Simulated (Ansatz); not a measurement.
# Ge: what the fields show

The calculation's input:

```
crystal:
  lattice:
    - [5.93, 0.0, 0.0]
    - [0.0, 5.93, 0.0]
    - [0.0, 0.0, 6.98]
  atoms:
    - { symbol: Ge, position: [0.075, 0.075, 0.0] }
    - { symbol: Ge, position: [0.425, 0.575, 0.75] }
    - { symbol: Ge, position: [0.925, 0.925, 0.5] }
    - { symbol: Ge, position: [0.575, 0.425, 0.25] }
    - { symbol: Ge, position: [0.1667, 0.375, 0.25] }
    - { symbol: Ge, position: [0.125, 0.6667, 0.0] }
    - { symbol: Ge, position: [0.8333, 0.625, 0.75] }
    - { symbol: Ge, position: [0.875, 0.3333, 0.5] }
    - { symbol: Ge, position: [0.6667, 0.125, 0.0] }
    - { symbol: Ge, position: [0.625, 0.8333, 0.25] }
    - { symbol: Ge, position: [0.3333, 0.875, 0.5] }
    - { symbol: Ge, position: [0.375, 0.1667, 0.75] }
basis:
  ecutwfc: 500
kpoints:
  mp_grid: { grid: [6, 6, 4] }
hamiltonian:
  xc: r2scan
scf:
  occupations: { method: gaussian, width: 0.02 }
output:
  forces: true
  stress: true
  eigenvalues: true
  populations: true
  write_density: true
  write_potential: true
  elf: true
  volumetric_format: npy
```

Run with:

```sh
ansatz run input.yaml --threads 2 --pin off --max-ram 5120MiB --backend cpu --events-out ev --progress --plain --runs-dir out
```

Below, planes, directions and counts refer to the conventional cell (a = 5.93 Å, b = 5.93 Å, c = 6.98 Å, α = 90.00°, β = 90.00°, γ = 90.00°).

Space group P4₃2₁2; not relaxed (largest force 0.9 eV/Å).

All numbers below come from DFT r2SCAN, scalar-relativistic, plane waves, PAW (Ansatz).

In a PAW calculation such maps are meaningful between the atoms, not at the nuclei.

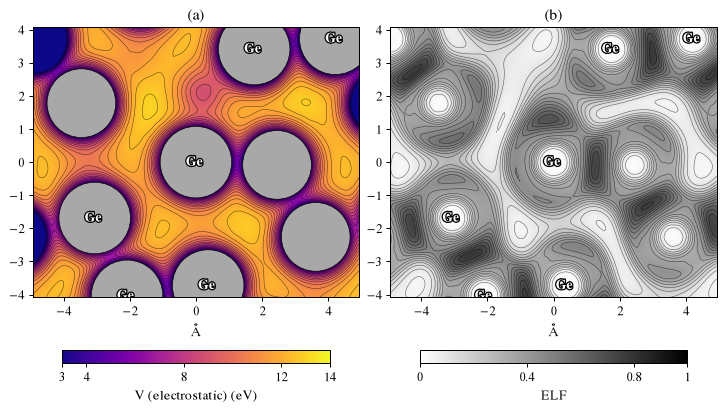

Figure 1. (a) electrostatic potential energy of an electron; (b) electron localisation function on the (111) plane of the conventional cell. Grey discs cover the atomic cores in the potential map.

**What does the map show?**

- The plane passes through Ge nuclei.
- Atoms just off the plane (Ge, 0.3 Å away) can leave unmarked features too.
- Ge–Ge (2.55 Å): the ELF peaks at about 0.80 between the atoms: a shared electron pair.
- Outside the cores the potential energy rises away from the atoms and is highest about 2.1 Å from the nearest atoms; its zero is arbitrary.

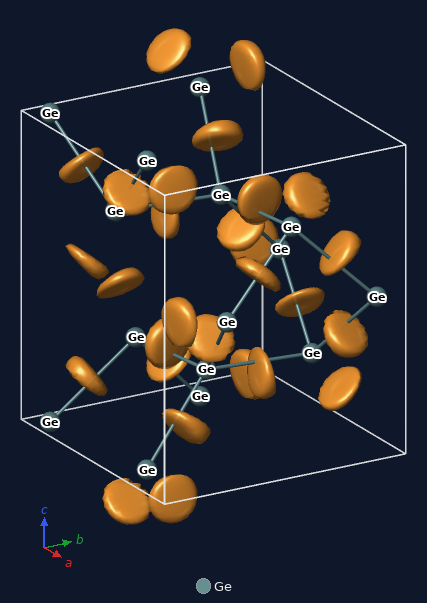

Figure 2. Isosurface of the electron localisation function at 0.7 (orange), seen at an oblique angle. Core shells and regions of very low density are left out. Sticks mark near contacts.

**Describe the localisation domains.**

The ELF exceeds this value in 16 regions between bonded Ge–Ge atoms (shared pairs) and eight pockets between the atoms, centred on no nucleus (multi-centre or interstitial), counted in one cell of 12 atoms. Regions shared between cells count once.


Ge–Ge (2.44 Å): the ELF peaks at about 0.75 between the atoms (localised, covalent bonding).

**Does the calculation give a band gap?**

It is gapped, with a Kohn–Sham gap of 0.78 eV on the k-point mesh (the band edges may lie off the mesh, which would make the gap smaller).
